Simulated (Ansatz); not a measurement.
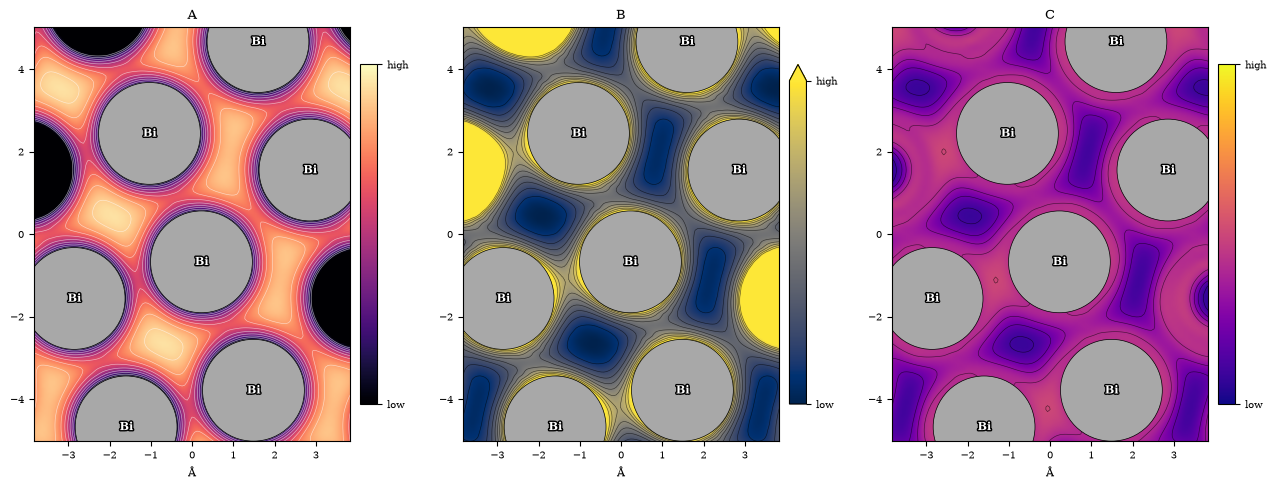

Bi: 3 fields on the (010) plane of the conventional cell, with unlabelled colour scales. Grey discs cover the atomic cores.

Space group C2/m; a structure from a database of computed crystals, not necessarily the ambient phase; not relaxed (largest force 0.4 eV/Å).

Level of theory: Kohn-Sham DFT of a periodic cell, r2SCANh, Ansatz PAW in Ansatz.

The panels show electron localisation function, electrostatic potential energy of an electron and valence pseudo-density in some order. Assign them.

Answer. Panel A: electrostatic potential energy of an electron (low next to the atoms, rising into the space between them). Panel B: valence pseudo-density. Panel C: electron localisation function. From the grid: Bi–Bi (3.21 Å): the density is about 0.24 e/Å³ at the midpoint; the ELF reaches about 0.50 near the midpoint. Bi–Bi (3.36 Å): ρ at the midpoint is about 0.17 e/Å³; the ELF is about 0.35 at the midpoint.
